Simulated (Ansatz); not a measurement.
System: W.

Input

```
crystal:
  lattice:
    - [7.7354122101, 0.0, -3.66e-08]
    - [-3.8677061051, 6.6990634827, 1.83e-08]
    - [-2.5784707411, 0.0, 0.9250217459]
  atoms:
    - { symbol: W, position: [0.3333333333, 0.6666666667, 0.0] }
    - { symbol: W, position: [0.0, 0.0, 0.0] }
    - { symbol: W, position: [0.6666666667, 0.3333333333, 0.0] }
basis:
  ecutwfc: 420
kpoints:
  mp_grid: { grid: [6, 6, 36] }
hamiltonian:
  xc: pbe
scf:
  occupations: { method: gaussian, width: 0.1 }
output:
  forces: true
  stress: true
  eigenvalues: true
  write_density: true
  write_potential: true
  elf: true
  volumetric_format: npy
```

Launched as:

```sh
ansatz run input.yaml --threads 8 --pin off --max-ram 20480MiB --backend cpu --events-out ev --progress --plain --runs-dir out
```

Space group R-3m; changed on purpose from its base cell (band edges of the strained film's bulk); computed pressure about 3 GPa in this cell.

Computed with DFT PBE, scalar-relativistic, plane waves, PAW in Ansatz 0.2.0.

**Predict the valence pseudo-density and electron localisation function between the atoms.**

W–W (2.74 Å): ρ at the midpoint is about 0.42 e/Å³; the ELF is about 0.40 at the midpoint.

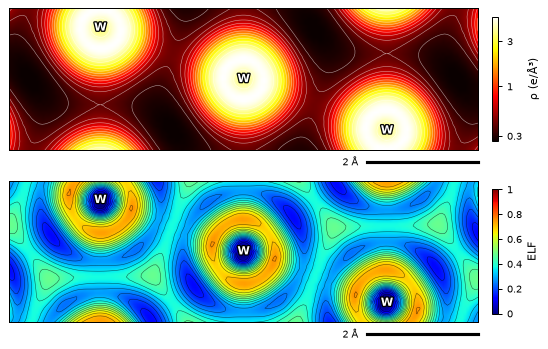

Computed valence pseudo-density and electron localisation function on the (010) plane of the calculation cell, in this order. 

The density is the valence pseudo-density of a PAW calculation; it isn't the true density close to the nuclei.
